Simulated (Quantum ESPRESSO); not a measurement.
# 2H-MoS2, 1 layer, stepped through biaxial strain, part 2 of 6

Aim: how the results for 2H-MoS2, 1 layer change with biaxial strain.

Quantum ESPRESSO 7.5; plane-wave DFT, PBE, GBRV ultrasoft pseudopotentials.

So far. Step 2 (Relaxing cell and ions of the reference):  The last row is no step: it is a fresh SCF in the final cell with a new plane-wave basis, -0 meV from the row before.

### 3. Relaxation with pw.x, -4 %

m0.relax.in

```
&control
  prefix = 'm0.relax'
  outdir = './out'
  pseudo_dir = './pseudo'
  nstep = 40
  forc_conv_thr = 0.0003
  calculation = 'relax'
  tstress = .true.
/
&system
  ibrav = 0
  nat = 3
  ntyp = 2
  ecutwfc = 50
  ecutrho = 250
  occupations = 'smearing'
  smearing = 'fd'
  degauss = 0.002
/
&electrons
  conv_thr = 1e-09
  mixing_beta = 0.4
  electron_maxstep = 120
  mixing_mode = 'plain'
/
&ions
/
ATOMIC_SPECIES
  S   32.0600  s_pbe_v1.4.uspp.F.UPF
  Mo  95.9500  mo_pbe_v1.uspp.F.UPF
CELL_PARAMETERS angstrom
  3.05571195648000 0.00000000000000 0.00000000000000
  -1.52785597824000 2.64632418048000 0.00000000000000
  0.00000000000000 0.00000000000000 18.26259773800000
ATOMIC_POSITIONS crystal
  S   0.333333333300 0.666666666700 0.414453300800
  Mo  0.000000000000 0.000000000000 0.500000000000
  S   0.333333333300 0.666666666700 0.585546699200
K_POINTS automatic
  12 12 1 0 0 0
```

Started as:

```console
OMP_NUM_THREADS=1 mpirun -n 4 pw.x -nk 4 -in m0.relax.in > m0.relax.out
```

Log:

```text
[banner, memory and clock lines left out]
Program PWSCF v.7.5 starts
[citation notice left out]

[...]
Message from routine setup:
[...]
bravais-lattice index     =            0
     lattice parameter (alat)  =       5.7745  a.u.
     unit-cell volume          =     996.5856 (a.u.)^3
     number of atoms/cell      =            3
     number of atomic types    =            2
     number of electrons       =        26.00
     number of Kohn-Sham states=           17
     kinetic-energy cutoff     =      50.0000  Ry
     charge density cutoff     =     250.0000  Ry
     scf convergence threshold =      1.0E-09
     mixing beta               =       0.4000
     number of iterations used =            8  plain     mixing
     energy convergence thresh.=      1.0E-04
     force convergence thresh. =      3.0E-04
     Exchange-correlation= SLA  PW   PBE  PBE
                           (   1   4   3   4   0   0   0)
     nstep                     =           40

[...]
PseudoPot. # 1 for S  read from file:
     ./pseudo/s_pbe_v1.4.uspp.F.UPF
     Pseudo is Ultrasoft + core correction, Zval =  6.0
     Generated by new atomic code, or converted to UPF format
     Using radial grid of  907 points,  6 beta functions with:
                l(1) =   0
                l(2) =   0
                l(3) =   1
                l(4) =   1
                l(5) =   2
                l(6) =   2
     Q(r) pseudized with  8 coefficients,  rinner =    1.300   1.300   1.300
                                                       1.300   1.300

     PseudoPot. # 2 for Mo read from file:
     ./pseudo/mo_pbe_v1.uspp.F.UPF
     Pseudo is Ultrasoft + core correction, Zval = 14.0
     Generated by new atomic code, or converted to UPF format
     Using radial grid of  889 points,  6 beta functions with:
                l(1) =   0
                l(2) =   0
                l(3) =   1
                l(4) =   1
                l(5) =   2
                l(6) =   2
     Q(r) pseudized with  6 coefficients,  rinner =    1.000   1.000   1.000
                                                       1.000   1.000

     atomic species   valence    mass     pseudopotential
     S                 6.00    32.06000     S ( 1.00)
     Mo               14.00    95.95000     Mo( 1.00)

     12 Sym. Ops. (no inversion) found

[...]
number of k points=    19  Fermi-Dirac smearing, width (Ry)=  0.0020
[...]
Dense  grid:    66719 G-vectors     FFT dimensions: (  30,  30, 180)

     Smooth grid:    47453 G-vectors     FFT dimensions: (  25,  25, 160)

     Initial potential from superposition of free atoms

     starting charge      25.9989, renormalised to      26.0000

     negative rho (up, down):  2.212E-03 0.000E+00
     Starting wfcs are   21 randomized atomic wfcs

     per-process dynamical memory:    53.3 Mb

     Self-consistent Calculation

     iteration #  1     ecut=    50.00 Ry     beta= 0.40
     Davidson diagonalization with overlap
     ethr =  1.00E-02,  avg # of iterations =  2.2

     Threshold (ethr) on eigenvalues was too large:
     Diagonalizing with lowered threshold

     Davidson diagonalization with overlap
     ethr =  5.07E-04,  avg # of iterations =  2.0

     negative rho (up, down):  2.291E-03 0.000E+00

     total energy              =    -187.67819814 Ry
     estimated scf accuracy    <       0.16360448 Ry

     iteration #  2     ecut=    50.00 Ry     beta= 0.40
[...]
negative rho (up, down):  2.265E-03 0.000E+00

[...]
total energy              =    -187.69211608 Ry
     estimated scf accuracy    <       0.15537865 Ry

     iteration #  3     ecut=    50.00 Ry     beta= 0.40
[...]
negative rho (up, down):  2.285E-03 0.000E+00

[...]
total energy              =    -187.71703760 Ry
     estimated scf accuracy    <       0.00997702 Ry

     iteration #  4     ecut=    50.00 Ry     beta= 0.40
[...]
negative rho (up, down):  2.290E-03 0.000E+00

[...]
total energy              =    -187.71802022 Ry
     estimated scf accuracy    <       0.00123792 Ry

     iteration #  5     ecut=    50.00 Ry     beta= 0.40
[...]
negative rho (up, down):  2.286E-03 0.000E+00

[...]
total energy              =    -187.71820385 Ry
     estimated scf accuracy    <       0.00017554 Ry

     iteration #  6     ecut=    50.00 Ry     beta= 0.40
[...]
negative rho (up, down):  2.282E-03 0.000E+00

[...]
total energy              =    -187.71824473 Ry
     estimated scf accuracy    <       0.00000469 Ry

[...]
iteration # 10     ecut=    50.00 Ry     beta= 0.40
[...]
negative rho (up, down):  2.285E-03 0.000E+00

[...]
total energy              =    -187.71824882 Ry
     estimated scf accuracy    <       0.00000006 Ry

     iteration # 11     ecut=    50.00 Ry     beta= 0.40
[...]
negative rho (up, down):  2.286E-03 0.000E+00

[...]
total energy              =    -187.71824882 Ry
     estimated scf accuracy    <          1.4E-09 Ry

     iteration # 12     ecut=    50.00 Ry     beta= 0.40
[...]
negative rho (up, down):  2.286E-03 0.000E+00

[...]
total energy              =    -187.71824882 Ry
     estimated scf accuracy    <          1.3E-09 Ry

     iteration # 13     ecut=    50.00 Ry     beta= 0.40
[...]
negative rho (up, down):  2.286E-03 0.000E+00

[...]
End of self-consistent calculation

          k = 0.0000 0.0000 0.0000 (  6005 PWs)   bands (ev):

   -60.7497 -34.9893 -34.6155 -34.6155 -14.5806 -13.1833  -6.0593  -2.5976
    -2.5976  -2.1200  -1.3610  -1.3610  -0.3338   3.1247   3.1247   3.3785
     3.3785

          k = 0.0000 0.0962 0.0000 (  5995 PWs)   bands (ev):

   -60.7454 -34.9814 -34.6547 -34.6242 -14.4587 -13.1328  -5.9234  -2.8553
    -2.5232  -2.4693  -1.5523  -1.1482  -0.3534   2.9691   3.0081   3.2391
     3.3280

[...]
the Fermi energy is     0.6425 ev

!    total energy              =    -187.71824882 Ry
     estimated scf accuracy    <          1.2E-11 Ry
     smearing contrib. (-TS)   =      -0.00000000 Ry
[...]
atom    1 type  1   force =     0.00000000    0.00000000   -0.02011286
     atom    2 type  2   force =     0.00000000    0.00000000    0.00000000
     atom    3 type  1   force =     0.00000000    0.00000000    0.02011286

     Total force =     0.028444     Total SCF correction =     0.000066

     Computing stress (Cartesian axis) and pressure

     negative rho (up, down):  2.277E-03 0.000E+00
          total   stress  (Ry/bohr**3)                   (kbar)     P=       38.36
   0.00033142   0.00000000   0.00000000           48.75        0.00        0.00
   0.00000000   0.00033142   0.00000000            0.00       48.75        0.00
   0.00000000   0.00000000   0.00011956            0.00        0.00       17.59

     Energy error            =      2.0E-03 Ry
     Gradient error          =      2.0E-02 Ry/Bohr

     number of scf cycles    =   2
     number of bfgs steps    =   1

     energy             old  =    -187.7182488242 Ry
     energy             new  =    -187.7202099394 Ry

     CASE: energy            _new < energy            _old

     new trust radius        =       0.0389453142 bohr
     new conv_thr            =       0.0000000002 Ry

ATOMIC_POSITIONS (crystal)
S                0.3333333333        0.6666666667        0.4122989303
Mo              -0.0000000000       -0.0000000000        0.5000000000
S                0.3333333333        0.6666666667        0.5877010697

[...]
NEW-OLD atomic charge density approx. for the potential

     negative rho (up, down):  2.259E-03 0.000E+00

     per-process dynamical memory:    56.8 Mb

     Self-consistent Calculation

     iteration #  1     ecut=    50.00 Ry     beta= 0.40
     Davidson diagonalization with overlap
     ethr =  1.00E-06,  avg # of iterations =  7.1

     negative rho (up, down):  2.260E-03 0.000E+00

     total energy              =    -187.72106992 Ry
     estimated scf accuracy    <       0.00022546 Ry

[...]
iteration # 10     ecut=    50.00 Ry     beta= 0.40
[...]
negative rho (up, down):  2.265E-03 0.000E+00

[...]
End of self-consistent calculation

[...]
the Fermi energy is     1.0411 ev

!    total energy              =    -187.72114837 Ry
     estimated scf accuracy    <          4.3E-12 Ry
     smearing contrib. (-TS)   =      -0.00000000 Ry
     internal energy E=F+TS    =    -187.72114837 Ry

     The total energy is F=E-TS. E is the sum of the following terms:
     one-electron contribution =   -1038.96212942 Ry
     hartree contribution      =     520.86859016 Ry
     xc contribution           =     -36.40905253 Ry
     ewald contribution        =     366.78144343 Ry

     convergence has been achieved in  10 iterations

     negative rho (up, down):  2.265E-03 0.000E+00

     Forces acting on atoms (cartesian axes, Ry/au):

     atom    1 type  1   force =     0.00000000    0.00000000   -0.00412595
     atom    2 type  2   force =     0.00000000    0.00000000    0.00000000
     atom    3 type  1   force =     0.00000000    0.00000000    0.00412595

     Total force =     0.005835     Total SCF correction =     0.000000

     Computing stress (Cartesian axis) and pressure

     negative rho (up, down):  2.265E-03 0.000E+00
          total   stress  (Ry/bohr**3)                   (kbar)     P=       30.28
   0.00029663   0.00000000  -0.00000000           43.64        0.00       -0.00
   0.00000000   0.00029663  -0.00000000            0.00       43.64       -0.00
   0.00000000   0.00000000   0.00002419            0.00        0.00        3.56

     Energy error            =      9.4E-04 Ry
     Gradient error          =      4.1E-03 Ry/Bohr

     number of scf cycles    =   3
     number of bfgs steps    =   2

     energy             old  =    -187.7202099394 Ry
     energy             new  =    -187.7211483679 Ry

     CASE: energy            _new < energy            _old

     new trust radius        =       0.0100511110 bohr
     new conv_thr            =            9.4E-11 Ry

ATOMIC_POSITIONS (crystal)
S                0.3333333333        0.6666666667        0.4120076892
Mo              -0.0000000000       -0.0000000000        0.5000000000
S                0.3333333333        0.6666666667        0.5879923108

[...]
NEW-OLD atomic charge density approx. for the potential

     negative rho (up, down):  2.261E-03 0.000E+00

     per-process dynamical memory:    56.8 Mb

     Self-consistent Calculation

     iteration #  1     ecut=    50.00 Ry     beta= 0.40
     Davidson diagonalization with overlap
     ethr =  1.00E-06,  avg # of iterations =  5.0

     Threshold (ethr) on eigenvalues was too large:
     Diagonalizing with lowered threshold

     Davidson diagonalization with overlap
     ethr =  5.27E-08,  avg # of iterations =  3.7

     negative rho (up, down):  2.261E-03 0.000E+00

     total energy              =    -187.72118583 Ry
     estimated scf accuracy    <       0.00001517 Ry

[...]
iteration #  8     ecut=    50.00 Ry     beta= 0.40
[...]
negative rho (up, down):  2.262E-03 0.000E+00

[...]
End of self-consistent calculation

          k = 0.0000 0.0000 0.0000 (  6005 PWs)   bands (ev):

   -60.7410 -34.9601 -34.5837 -34.5837 -14.4181 -13.1714  -5.8974  -2.3057
    -2.3057  -2.2036  -1.1157  -1.1157  -0.4689   3.1367   3.1367   3.2740
     3.2740

          k = 0.0000 0.0962 0.0000 (  5995 PWs)   bands (ev):

   -60.7368 -34.9526 -34.6217 -34.5923 -14.2981 -13.1156  -5.7578  -2.5723
    -2.5052  -2.1800  -1.3068  -1.0194  -0.4751   2.8990   2.9722   3.1417
     3.3246

[...]
the Fermi energy is     1.0237 ev

!    total energy              =    -187.72119119 Ry
     estimated scf accuracy    <          2.8E-11 Ry
     smearing contrib. (-TS)   =      -0.00000000 Ry
     internal energy E=F+TS    =    -187.72119119 Ry

     The total energy is F=E-TS. E is the sum of the following terms:
     one-electron contribution =   -1037.45415478 Ry
     hartree contribution      =     520.11876946 Ry
     xc contribution           =     -36.40041160 Ry
     ewald contribution        =     366.01460574 Ry

     convergence has been achieved in   8 iterations

     negative rho (up, down):  2.262E-03 0.000E+00

     Forces acting on atoms (cartesian axes, Ry/au):

     atom    1 type  1   force =     0.00000000    0.00000000   -0.00013950
     atom    2 type  2   force =    -0.00000000   -0.00000000    0.00000000
     atom    3 type  1   force =     0.00000000    0.00000000    0.00013950

     Total force =     0.000197     Total SCF correction =     0.000010

     Computing stress (Cartesian axis) and pressure

     negative rho (up, down):  2.262E-03 0.000E+00
          total   stress  (Ry/bohr**3)                   (kbar)     P=       28.24
   0.00028799   0.00000000   0.00000000           42.37        0.00        0.00
   0.00000000   0.00028799  -0.00000000            0.00       42.37       -0.00
   0.00000000  -0.00000000  -0.00000002            0.00       -0.00       -0.00

     Energy error            =      4.3E-05 Ry
     Gradient error          =      1.4E-04 Ry/Bohr

     bfgs converged in   4 scf cycles and   3 bfgs steps
     (criteria: energy <  1.0E-04 Ry, force <  3.0E-04 Ry/Bohr)

     End of BFGS Geometry Optimization

     Final energy             =    -187.7211911858 Ry

     File ./out/m0.relax.bfgs deleted, as requested
Begin final coordinates

ATOMIC_POSITIONS (crystal)
S                0.3333333333        0.6666666667        0.4120076892
Mo              -0.0000000000       -0.0000000000        0.5000000000
S                0.3333333333        0.6666666667        0.5879923108
End final coordinates

[...]
```

Run time: 79 s. Hardware: 4 MPI ranks of Intel Xeon at 2.70GHz, shared host; peak memory 0.55 GiB.

Step by step:

```tsv
step	energy less that of the first step (eV)	largest force (eV/Å)
1	0.0000	0.9103
2	-0.0267	0.5171
3	-0.0394	0.1061
4	-0.0400	0.0036
```

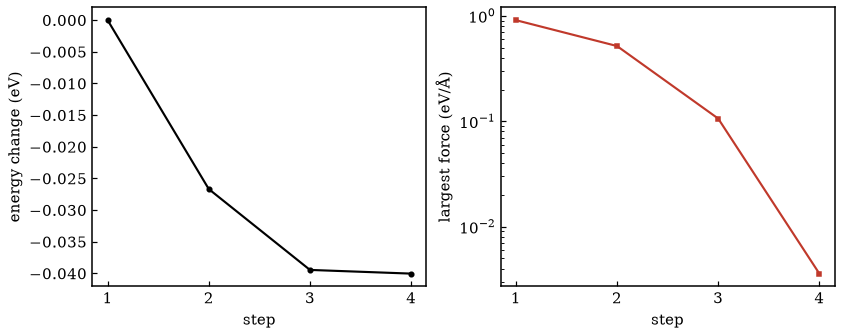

Energy and largest force along the relaxation.

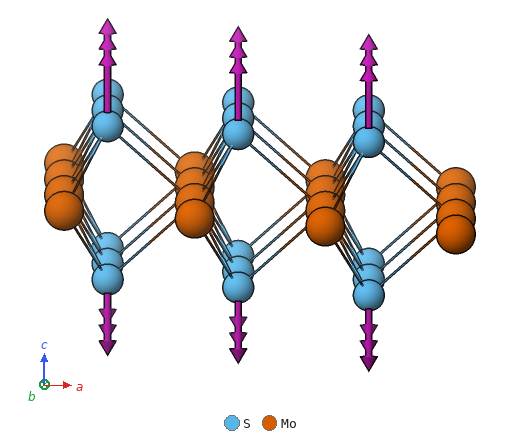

Displacements in the relaxation, exaggerated; the longest in the cell stands for 0.04 Å. Bonds to atoms that aren't drawn are left out. 3×3×1 cells are drawn. Some periodic images of atoms are drawn too.

The atoms that moved most (Å):

```tsv
atom	dx	dy	dz	length
S3	0.000	0.000	0.045	0.045
S1	0.000	0.000	-0.045	0.045
```

Final coordinates:

```xyz
3
Lattice="3.0557 0.0000 0.0000 -1.5279 2.6463 0.0000 0.0000 0.0000 18.2626" Properties=species:S:1:pos:R:3
S     0.0000    1.7642    7.5243
Mo    0.0000    0.0000    9.1313
S     0.0000    1.7642   10.7383
```

The relaxation lowers the energy by 13 meV an atom.

Read from the output:

```
free energy  : -2554.0769 eV
Fermi energy : 1.024 eV
```

[end of part 2 of 6]

[Logs are printed without paths, hosts, clocks, repeated set-up lines and the standing remarks that a program may print on its own settings, such as how far it seeks lower states.]

[Hosts, paths, dates, database ids (printed as entryN), source tags and the programs' standing remarks are cut or masked in the printed files.]

[Maps of the electrostatic potential energy from Ansatz leave out the sawtooth potential of an applied field or a dipole correction, so their vacuum need not be flat; planar profiles and work functions include it.]
